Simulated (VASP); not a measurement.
**WSe2: geometry relaxation (part 4 of 5)**

WSe2 (slab, 9 atoms in the cell); Kohn-Sham DFT of a periodic cell, PBE with D3(BJ), VASP PAW PBE potentials, recommended, no spin polarisation (VASP 6.6.1); cutoff 600 eV, 12×12×1 k-mesh, Gaussian smearing of 0.03 eV. The structure derives from an entry of the Crystallography Open Database.

Geometry of the input (Å; fractional positions):
```
3.2900  -0.0000  0.0000
-1.6450  2.8492  0.0000
0.0000  0.0000  34.3163
Se 0.3333  0.6667  0.2623
Se 0.3333  0.6667  0.3598
Se 0.6667  0.3333  0.4512
Se 0.6667  0.3333  0.5488
Se 0.3333  0.6667  0.6402
Se 0.3333  0.6667  0.7377
W  0.6667  0.3333  0.3110
W  0.3333  0.6667  0.5000
W  0.6667  0.3333  0.6890
```

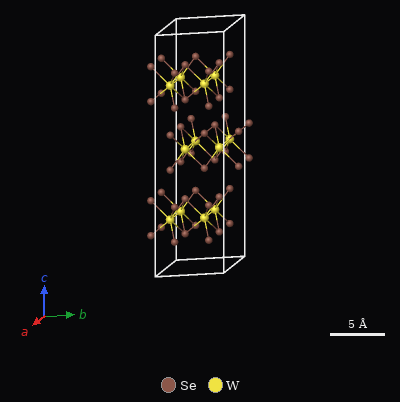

Fig. 1: The geometry at step 9 of the log (ball-and-stick view of the 2 × 2 repeat of the cell, with the vacuum cut short, seen slightly off an axis; bonded neighbours outside the cell are drawn too).

Parts of OUTCAR, continued:
```
 k-point     5 :       0.3333   -0.0000    0.0000
  band No.  band energies     occupation
      1     -72.8065      2.00000
      2     -72.8032      2.00000
      3     -72.8032      2.00000
      4     -37.1052      2.00000
      5     -37.0989      2.00000
      6     -37.0989      2.00000
      7     -37.0274      2.00000
      8     -37.0234      2.00000
      9     -37.0234      2.00000
     10     -36.9698      2.00000
     11     -36.9638      2.00000
     12     -36.9638      2.00000
     13     -12.3414      2.00000
     14     -12.2404      2.00000
     15     -12.1469      2.00000
     16     -11.7863      2.00000
     17     -11.6590      2.00000
     18     -11.5769      2.00000
     19      -4.4721      2.00000
     20      -4.2950      2.00000
     21      -4.1496      2.00000
     22      -3.6906      2.00000
     23      -3.5904      2.00000
     24      -3.1979      2.00000
     25      -3.1901      2.00000
     26      -2.9509      2.00000
     27      -2.8125      2.00000
     28      -1.4567      2.00000
     29      -1.3990      2.00000
     30      -1.3664      2.00000
     31      -1.0465      2.00000
     32      -0.8363      2.00000
     33      -0.5650      2.00000
     34      -0.1423      2.00000
     35      -0.0274      2.00000
     36      -0.0118      2.00000
     37       0.0576      2.00000
     38       0.0594      2.00000
     39       0.1132      2.00000
     40       3.1255      0.00000
     41       3.3640      0.00000
     42       3.4574      0.00000
     43       3.5380      0.00000
     44       3.6102      0.00000
     45       3.6666      0.00000
     46       4.2266      0.00000

 [... the levels of 13 k-points are left out ...]

 k-point    19 :       0.3333    0.3333    0.0000
  band No.  band energies     occupation
      1     -72.8026      2.00000
      2     -72.7992      2.00000
      3     -72.7992      2.00000
      4     -37.1040      2.00000
      5     -37.0976      2.00000
      6     -37.0976      2.00000
      7     -37.0803      2.00000
      8     -37.0742      2.00000
      9     -37.0742      2.00000
     10     -37.0102      2.00000
     11     -37.0063      2.00000
     12     -37.0063      2.00000
     13     -11.3110      2.00000
     14     -11.2820      2.00000
     15     -11.2819      2.00000
     16     -11.2273      2.00000
     17     -11.1900      2.00000
     18     -11.1900      2.00000
     19      -4.3095      2.00000
     20      -4.2093      2.00000
     21      -4.1682      2.00000
     22      -4.1284      2.00000
     23      -4.1199      2.00000
     24      -4.1044      2.00000
     25      -3.3190      2.00000
     26      -3.1774      2.00000
     27      -3.0781      2.00000
     28      -2.7762      2.00000
     29      -2.7420      2.00000
     30      -2.5212      2.00000
     31      -2.2750      2.00000
     32      -2.0793      2.00000
     33      -1.9626      2.00000
     34      -1.2142      2.00000
     35      -1.1203      2.00000
     36      -1.0833      2.00000
     37       1.0924      2.00000
     38       1.2015      2.00000
     39       1.3037      2.00000
     40       2.8931      0.00000
     41       2.9082      0.00000
     42       2.9083      0.00000
     43       3.4702      0.00000
     44       3.9312      0.00000
     45       4.4218      0.00000
     46       4.6173      0.00000

------------------------ aborting loop because EDIFF is reached ----------------------------------------

 Edisp (eV)   -3.84095

 E8    (eV) :    -1.7483

  FORCE on cell =-STRESS in cart. coord.  units (eV):
  Direction    XX          YY          ZZ          XY          YZ          ZX
  --------------------------------------------------------------------------------------
  -------------------------------------------------------------------------------------
  Total       0.04088     0.04088     0.02419     0.00000     0.00000    -0.00000
  in kB       0.20450     0.20450     0.12103     0.00000     0.00000    -0.00000
  external pressure =        0.18 kB  Pullay stress =        0.00 kB

 VOLUME and BASIS-vectors are now :
 -----------------------------------------------------------------------------
  energy-cutoff  :      600.00
  volume of cell :      320.26
      direct lattice vectors                 reciprocal lattice vectors
     3.282744624 -0.000000000  0.000000000     0.304623148  0.175874256  0.000000000
    -1.641372312  2.842940240  0.000000000     0.000000000  0.351748512  0.000000000
     0.000000000  0.000000000 34.316260000     0.000000000  0.000000000  0.029140705

 POSITION                                       TOTAL-FORCE (eV/Angst)
 -----------------------------------------------------------------------------------
     -0.00000      1.89529      9.07148        -0.000000      0.000000     -0.001272
     -0.00000      1.89529     12.44594         0.000000     -0.000000     -0.004589
      1.64137      0.94765     15.47301        -0.000000     -0.000000     -0.009373
      1.64137      0.94765     18.84325        -0.000000     -0.000000      0.009373
     -0.00000      1.89529     21.87032         0.000000     -0.000000      0.004589
     -0.00000      1.89529     25.24478         0.000000      0.000000      0.001272
      1.64137      0.94765     10.75890        -0.000000     -0.000000      0.002976
     -0.00000      1.89529     17.15813         0.000000     -0.000000      0.000000
      1.64137      0.94765     23.55736        -0.000000     -0.000000     -0.002976
 -----------------------------------------------------------------------------------
    total drift:                               -0.000008      0.000004      0.000000

  FREE ENERGIE OF THE ION-ELECTRON SYSTEM (eV)
  ---------------------------------------------------
  free  energy   TOTEN  =       -68.5419911810 eV

  energy  without entropy=      -68.5419911810  energy(sigma->0) =      -68.54199118

 reached required accuracy - stopping structural energy minimisation
```

CONTCAR:
```
WSe2
   1.00000000000000
     3.2827446237624875   -0.0000000000000004    0.0000000000000000
    -1.6413723118812438    2.8429402398535824    0.0000000000000000
     0.0000000000000000    0.0000000000000000   34.3162599999999998
  Se              W
     6     3
Direct
     0.3333333300000021    0.6666666699999979    0.2643492966056696
     0.3333333300000021    0.6666666699999979    0.3626834795915583
     0.6666666699999979    0.3333333300000021    0.4508943914247583
     0.6666666699999979    0.3333333300000021    0.5491056085752420
     0.3333333300000021    0.6666666699999979    0.6373165204084414
     0.3333333300000021    0.6666666699999979    0.7356507033943304
     0.6666666699999979    0.3333333300000021    0.3135218546125285
     0.3333333300000021    0.6666666699999979    0.5000000000000000
     0.6666666699999979    0.3333333300000021    0.6864781453874711

  0.00000000E+00  0.00000000E+00  0.00000000E+00
  0.00000000E+00  0.00000000E+00  0.00000000E+00
  0.00000000E+00  0.00000000E+00  0.00000000E+00
  0.00000000E+00  0.00000000E+00  0.00000000E+00
  0.00000000E+00  0.00000000E+00  0.00000000E+00
  0.00000000E+00  0.00000000E+00  0.00000000E+00
  0.00000000E+00  0.00000000E+00  0.00000000E+00
  0.00000000E+00  0.00000000E+00  0.00000000E+00
  0.00000000E+00  0.00000000E+00  0.00000000E+00
```

Trajectory as extended XYZ (Å, eV, eV/Å), 26 frames, from step=0 to step=25:
```
9
Lattice="3.2900 0.0000 0.0000 -1.6450 2.8492 0.0000 0.0000 0.0000 34.3163" Properties=species:S:1:pos:R:3:forces:R:3 step=0 energy=-68.52874
Se    0.0000    1.8995    9.0000    0.0000   0.0000  -0.2059
Se    0.0000    1.8995   12.3463    0.0000   0.0000   0.2392
Se    1.6450    0.9497   15.4850    0.0000   0.0000  -0.2212
Se    1.6450    0.9497   18.8313    0.0000   0.0000   0.2212
Se    0.0000    1.8995   21.9700    0.0000   0.0000  -0.2392
Se    0.0000    1.8995   25.3163    0.0000   0.0000   0.2059
W     1.6450    0.9497   10.6731    0.0000   0.0000   0.0221
W     0.0000    1.8995   17.1581    0.0000   0.0000   0.0000
W     1.6450    0.9497   23.6431    0.0000   0.0000  -0.0221
9
Lattice="3.2927 0.0000 0.0000 -1.6463 2.8515 0.0000 0.0000 0.0000 34.3163" Properties=species:S:1:pos:R:3:forces:R:3 step=1 energy=-68.53567
Se    0.0000    1.9010    8.9901    0.0000   0.0000   0.0056
Se    0.0000    1.9010   12.3578    0.0000   0.0000   0.0299
Se    1.6463    0.9505   15.4743    0.0000   0.0000  -0.0092
Se    1.6463    0.9505   18.8419    0.0000   0.0000   0.0092
Se    0.0000    1.9010   21.9585    0.0000   0.0000  -0.0299
Se    0.0000    1.9010   25.3262    0.0000   0.0000  -0.0056
W     1.6463    0.9505   10.6742    0.0000   0.0000   0.0113
W     0.0000    1.9010   17.1581    0.0000   0.0000   0.0000
W     1.6463    0.9505   23.6421    0.0000   0.0000  -0.0113
9
Lattice="3.2926 0.0000 0.0000 -1.6463 2.8515 0.0000 0.0000 0.0000 34.3163" Properties=species:S:1:pos:R:3:forces:R:3 step=2 energy=-68.53568
Se    0.0000    1.9010    8.9904    0.0000   0.0000  -0.0026
Se    0.0000    1.9010   12.3574    0.0000   0.0000   0.0381
Se    1.6463    0.9505   15.4747    0.0000   0.0000  -0.0174
Se    1.6463    0.9505   18.8415    0.0000   0.0000   0.0174
Se    0.0000    1.9010   21.9589    0.0000   0.0000  -0.0381
Se    0.0000    1.9010   25.3258    0.0000   0.0000   0.0026
W     1.6463    0.9505   10.6742    0.0000   0.0000   0.0118
W     0.0000    1.9010   17.1581    0.0000   0.0000   0.0000
W     1.6463    0.9505   23.6421    0.0000   0.0000  -0.0118
9
Lattice="3.2798 0.0000 0.0000 -1.6399 2.8404 0.0000 0.0000 0.0000 34.3163" Properties=species:S:1:pos:R:3:forces:R:3 step=3 energy=-68.53854
Se    0.0000    1.8936    8.9856    0.0000   0.0000   0.0182
Se    0.0000    1.8936   12.3647    0.0000   0.0000   0.0082
Se    1.6399    0.9468   15.4688    0.0000   0.0000   0.0076
Se    1.6399    0.9468   18.8475    0.0000   0.0000  -0.0076
Se    0.0000    1.8936   21.9516    0.0000   0.0000  -0.0082
Se    0.0000    1.8936   25.3307    0.0000   0.0000  -0.0182
W     1.6399    0.9468   10.6752    0.0000   0.0000   0.0143
W     0.0000    1.8936   17.1581    0.0000   0.0000   0.0000
W     1.6399    0.9468   23.6410    0.0000   0.0000  -0.0143
9
Lattice="3.2818 0.0000 0.0000 -1.6409 2.8422 0.0000 0.0000 0.0000 34.3163" Properties=species:S:1:pos:R:3:forces:R:3 step=4 energy=-68.53863
Se    0.0000    1.8948    8.9863    0.0000   0.0000   0.0149
Se    0.0000    1.8948   12.3635    0.0000   0.0000   0.0129
Se    1.6409    0.9474   15.4697    0.0000   0.0000   0.0036
Se    1.6409    0.9474   18.8465    0.0000   0.0000  -0.0036
Se    0.0000    1.8948   21.9527    0.0000   0.0000  -0.0129
Se    0.0000    1.8948   25.3299    0.0000   0.0000  -0.0149
W     1.6409    0.9474   10.6751    0.0000   0.0000   0.0139
W     0.0000    1.8948   17.1581    0.0000   0.0000   0.0000
W     1.6409    0.9474   23.6412    0.0000   0.0000  -0.0139
9
Lattice="3.2816 0.0000 0.0000 -1.6408 2.8420 0.0000 0.0000 0.0000 34.3163" Properties=species:S:1:pos:R:3:forces:R:3 step=5 energy=-68.53863
Se    0.0000    1.8946    8.9863    0.0000   0.0000   0.0151
Se    0.0000    1.8946   12.3637    0.0000   0.0000   0.0125
Se    1.6408    0.9473   15.4696    0.0000   0.0000   0.0039
Se    1.6408    0.9473   18.8466    0.0000   0.0000  -0.0039
Se    0.0000    1.8946   21.9526    0.0000   0.0000  -0.0125
Se    0.0000    1.8946   25.3300    0.0000   0.0000  -0.0151
W     1.6408    0.9473   10.6751    0.0000   0.0000   0.0139
W     0.0000    1.8946   17.1581    0.0000   0.0000   0.0000
W     1.6408    0.9473   23.6412    0.0000   0.0000  -0.0139
9
Lattice="3.2807 0.0000 0.0000 -1.6404 2.8412 0.0000 0.0000 0.0000 34.3163" Properties=species:S:1:pos:R:3:forces:R:3 step=6 energy=-68.53860
Se    0.0000    1.8941    8.9859    0.0000   0.0000   0.0169
Se    0.0000    1.8941   12.3642    0.0000   0.0000   0.0102
Se    1.6404    0.9471   15.4692    0.0000   0.0000   0.0058
Se    1.6404    0.9471   18.8470    0.0000   0.0000  -0.0058
Se    0.0000    1.8941   21.9521    0.0000   0.0000  -0.0102
Se    0.0000    1.8941   25.3303    0.0000   0.0000  -0.0169
W     1.6404    0.9471   10.6752    0.0000   0.0000   0.0141
W     0.0000    1.8941   17.1581    0.0000   0.0000   0.0000
W     1.6404    0.9471   23.6411    0.0000   0.0000  -0.0141
9
Lattice="3.2814 0.0000 0.0000 -1.6407 2.8418 0.0000 0.0000 0.0000 34.3163" Properties=species:S:1:pos:R:3:forces:R:3 step=7 energy=-68.53863
Se    0.0000    1.8945    8.9862    0.0000   0.0000   0.0154
Se    0.0000    1.8945   12.3638    0.0000   0.0000   0.0120
Se    1.6407    0.9473   15.4695    0.0000   0.0000   0.0043
Se    1.6407    0.9473   18.8467    0.0000   0.0000  -0.0043
Se    0.0000    1.8945   21.9525    0.0000   0.0000  -0.0120
Se    0.0000    1.8945   25.3301    0.0000   0.0000  -0.0154
W     1.6407    0.9473   10.6751    0.0000   0.0000   0.0139
W     0.0000    1.8945   17.1581    0.0000   0.0000   0.0000
W     1.6407    0.9473   23.6412    0.0000   0.0000  -0.0139
9
Lattice="3.2814 -0.0000 0.0000 -1.6407 2.8418 0.0000 0.0000 0.0000 34.3163" Properties=species:S:1:pos:R:3:forces:R:3 step=8 energy=-68.53868
Se    0.0000    1.8945    8.9867    0.0000   0.0000   0.0181
Se    0.0000    1.8945   12.3647    0.0000   0.0000   0.0084
Se    1.6407    0.9473   15.4695    0.0000   0.0000   0.0056
Se    1.6407    0.9473   18.8468    0.0000   0.0000  -0.0056
Se    0.0000    1.8945   21.9516    0.0000   0.0000  -0.0084
Se    0.0000    1.8945   25.3296    0.0000   0.0000  -0.0181
W     1.6407    0.9473   10.6758    0.0000   0.0000   0.0135
W     0.0000    1.8945   17.1581    0.0000   0.0000   0.0000
W     1.6407    0.9473   23.6405    0.0000   0.0000  -0.0135
9
Lattice="3.2815 -0.0000 0.0000 -1.6408 2.8419 0.0000 0.0000 0.0000 34.3163" Properties=species:S:1:pos:R:3:forces:R:3 step=9 energy=-68.53882
Se    0.0000    1.8946    8.9883    0.0000   0.0000   0.0274
Se    0.0000    1.8946   12.3672    0.0000   0.0000  -0.0011
Se    1.6408    0.9473   15.4694    0.0000   0.0000   0.0089
Se    1.6408    0.9473   18.8469    0.0000   0.0000  -0.0089
Se    0.0000    1.8946   21.9490    0.0000   0.0000   0.0011
Se    0.0000    1.8946   25.3280    0.0000   0.0000  -0.0274
W     1.6408    0.9473   10.6779    0.0000   0.0000   0.0150
W     0.0000    1.8946   17.1581    0.0000   0.0000   0.0000
W     1.6408    0.9473   23.6384    0.0000   0.0000  -0.0150
9
Lattice="3.2817 -0.0000 0.0000 -1.6408 2.8420 0.0000 0.0000 0.0000 34.3163" Properties=species:S:1:pos:R:3:forces:R:3 step=10 energy=-68.53902
Se    0.0000    1.8947    8.9914    0.0000   0.0000   0.0462
Se    0.0000    1.8947   12.3723    0.0000   0.0000  -0.0211
Se    1.6408    0.9473   15.4692    0.0000   0.0000   0.0154
Se    1.6408    0.9473   18.8471    0.0000   0.0000  -0.0154
Se    0.0000    1.8947   21.9439    0.0000   0.0000   0.0211
Se    0.0000    1.8947   25.3248    0.0000   0.0000  -0.0462
W     1.6408    0.9473   10.6820    0.0000   0.0000   0.0122
W     0.0000    1.8947   17.1581    0.0000   0.0000   0.0000
W     1.6408    0.9473   23.6342    0.0000   0.0000  -0.0122
9
Lattice="3.2820 -0.0000 0.0000 -1.6410 2.8423 0.0000 0.0000 0.0000 34.3163" Properties=species:S:1:pos:R:3:forces:R:3 step=11 energy=-68.53912
Se    0.0000    1.8949    8.9977    0.0000   0.0000   0.0828
Se    0.0000    1.8949   12.3826    0.0000   0.0000  -0.0607
Se    1.6410    0.9474   15.4688    0.0000   0.0000   0.0289
Se    1.6410    0.9474   18.8475    0.0000   0.0000  -0.0289
Se    0.0000    1.8949   21.9337    0.0000   0.0000   0.0607
Se    0.0000    1.8949   25.3185    0.0000   0.0000  -0.0828
W     1.6410    0.9474   10.6903    0.0000   0.0000   0.0096
W     0.0000    1.8949   17.1581    0.0000   0.0000   0.0000
W     1.6410    0.9474   23.6259    0.0000   0.0000  -0.0096
9
Lattice="3.2820 -0.0000 0.0000 -1.6410 2.8423 0.0000 0.0000 0.0000 34.3163" Properties=species:S:1:pos:R:3:forces:R:3 step=12 energy=-68.53914
Se    0.0000    1.8949    8.9979    0.0000   0.0000   0.0828
Se    0.0000    1.8949   12.3827    0.0000   0.0000  -0.0607
Se    1.6410    0.9474   15.4688    0.0000   0.0000   0.0289
Se    1.6410    0.9474   18.8475    0.0000   0.0000  -0.0289
Se    0.0000    1.8949   21.9335    0.0000   0.0000   0.0607
Se    0.0000    1.8949   25.3184    0.0000   0.0000  -0.0828
W     1.6410    0.9474   10.6905    0.0000   0.0000   0.0112
W     0.0000    1.8949   17.1581    0.0000   0.0000   0.0000
W     1.6410    0.9474   23.6258    0.0000   0.0000  -0.0112
9
Lattice="3.2819 -0.0000 0.0000 -1.6410 2.8422 0.0000 0.0000 0.0000 34.3163" Properties=species:S:1:pos:R:3:forces:R:3 step=13 energy=-68.53917
Se    0.0000    1.8948    8.9984    0.0000   0.0000   0.0820
Se    0.0000    1.8948   12.3832    0.0000   0.0000  -0.0607
Se    1.6410    0.9474   15.4688    0.0000   0.0000   0.0283
Se    1.6410    0.9474   18.8474    0.0000   0.0000  -0.0283
Se    0.0000    1.8948   21.9331    0.0000   0.0000   0.0607
Se    0.0000    1.8948   25.3179    0.0000   0.0000  -0.0820
W     1.6410    0.9474   10.6910    0.0000   0.0000   0.0098
W     0.0000    1.8948   17.1581    0.0000   0.0000   0.0000
W     1.6410    0.9474   23.6253    0.0000   0.0000  -0.0098
9
Lattice="3.2817 -0.0000 0.0000 -1.6409 2.8421 0.0000 0.0000 0.0000 34.3163" Properties=species:S:1:pos:R:3:forces:R:3 step=14 energy=-68.53925
Se    0.0000    1.8947    8.9993    0.0000   0.0000   0.0814
Se    0.0000    1.8947   12.3842    0.0000   0.0000  -0.0605
Se    1.6409    0.9474   15.4689    0.0000   0.0000   0.0270
Se    1.6409    0.9474   18.8474    0.0000   0.0000  -0.0270
Se    0.0000    1.8947   21.9321    0.0000   0.0000   0.0605
Se    0.0000    1.8947   25.3170    0.0000   0.0000  -0.0814
W     1.6409    0.9474   10.6919    0.0000   0.0000   0.0090
W     0.0000    1.8947   17.1581    0.0000   0.0000   0.0000
W     1.6409    0.9474   23.6244    0.0000   0.0000  -0.0090
9
Lattice="3.2814 -0.0000 0.0000 -1.6407 2.8418 0.0000 0.0000 0.0000 34.3163" Properties=species:S:1:pos:R:3:forces:R:3 step=15 energy=-68.53938
Se    0.0000    1.8945    9.0011    0.0000   0.0000   0.0803
Se    0.0000    1.8945   12.3861    0.0000   0.0000  -0.0599
Se    1.6407    0.9473   15.4689    0.0000   0.0000   0.0247
Se    1.6407    0.9473   18.8473    0.0000   0.0000  -0.0247
Se    0.0000    1.8945   21.9302    0.0000   0.0000   0.0599
Se    0.0000    1.8945   25.3152    0.0000   0.0000  -0.0803
W     1.6407    0.9473   10.6938    0.0000   0.0000   0.0106
W     0.0000    1.8945   17.1581    0.0000   0.0000   0.0000
W     1.6407    0.9473   23.6225    0.0000   0.0000  -0.0106
9
Lattice="3.2808 -0.0000 0.0000 -1.6404 2.8412 0.0000 0.0000 0.0000 34.3163" Properties=species:S:1:pos:R:3:forces:R:3 step=16 energy=-68.53963
Se    0.0000    1.8941    9.0047    0.0000   0.0000   0.0777
Se    0.0000    1.8941   12.3899    0.0000   0.0000  -0.0589
Se    1.6404    0.9471   15.4691    0.0000   0.0000   0.0196
Se    1.6404    0.9471   18.8472    0.0000   0.0000  -0.0196
Se    0.0000    1.8941   21.9263    0.0000   0.0000   0.0589
Se    0.0000    1.8941   25.3115    0.0000   0.0000  -0.0777
W     1.6404    0.9471   10.6975    0.0000   0.0000   0.0094
W     0.0000    1.8941   17.1581    0.0000   0.0000   0.0000
W     1.6404    0.9471   23.6188    0.0000   0.0000  -0.0094
9
Lattice="3.2794 -0.0000 0.0000 -1.6397 2.8401 0.0000 0.0000 0.0000 34.3163" Properties=species:S:1:pos:R:3:forces:R:3 step=17 energy=-68.53999
Se    0.0000    1.8934    9.0120    0.0000   0.0000   0.0724
Se    0.0000    1.8934   12.3976    0.0000   0.0000  -0.0568
Se    1.6397    0.9467   15.4693    0.0000   0.0000   0.0099
Se    1.6397    0.9467   18.8469    0.0000   0.0000  -0.0099
Se    0.0000    1.8934   21.9187    0.0000   0.0000   0.0568
Se    0.0000    1.8934   25.3042    0.0000   0.0000  -0.0724
W     1.6397    0.9467   10.7050    0.0000   0.0000   0.0087
W     0.0000    1.8934   17.1581    0.0000   0.0000   0.0000
W     1.6397    0.9467   23.6113    0.0000   0.0000  -0.0087
```
